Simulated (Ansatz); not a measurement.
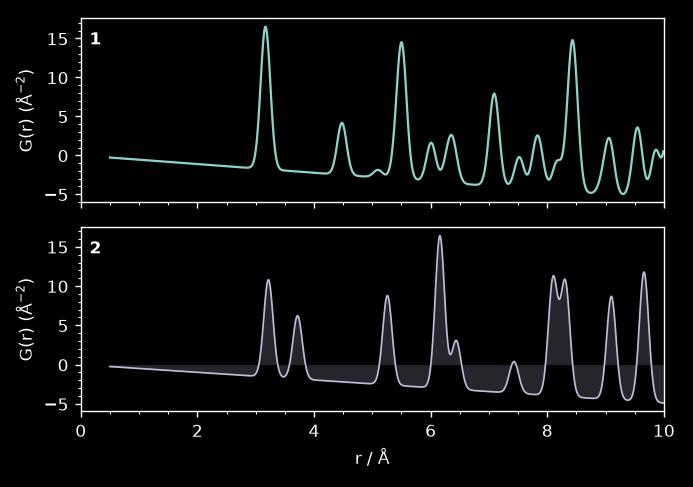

Simulated X-ray pair distribution function, G(r) = R(r)/r − 4πρ₀r, summed over the atomic distances of the structure with each pair weighted by the product of the atomic numbers (X-ray weights at Q = 0); every distance is a Gaussian of σ = 0.08 Å. There is no Q-range truncation.

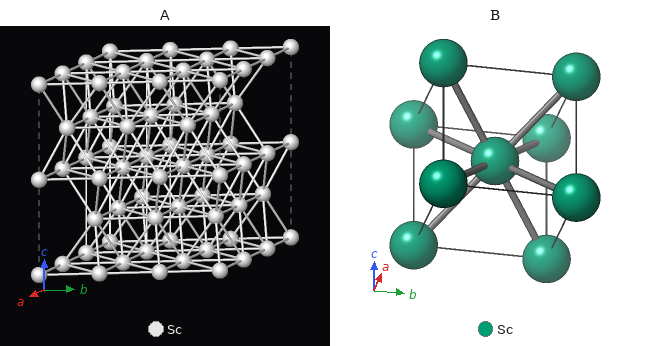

Candidate polymorphs:

A. Sc, a = 3.191 Å, b = 3.191 Å, c = 10.196 Å, α = 90.00°, β = 90.00°, γ = 120.00°, P6_3/mmc

B. Sc, a = 3.717 Å, b = 3.717 Å, c = 3.717 Å, α = 90.00°, β = 90.00°, γ = 90.00°, Im-3m

Origins: A, coordinates from a relaxation with DFT, LDA (PW92), plane waves (420 eV) with PAW, scalar-relativistic in Ansatz; the starting structure was generated, so it need not be a known form of this composition; B, the input geometry of an electronic-structure calculation (not necessarily at equilibrium); the starting structure was generated, so it need not be a known form of this composition.

Question: Match each curve to its structure.

Answer: curve 1 is A (Sc, first clear peaks at 3.17 Å (Sc–Sc) and 4.48 Å (Sc–Sc)); curve 2 is B (Sc, first clear peaks at 3.22 Å (Sc–Sc) and 3.72 Å (Sc–Sc)).
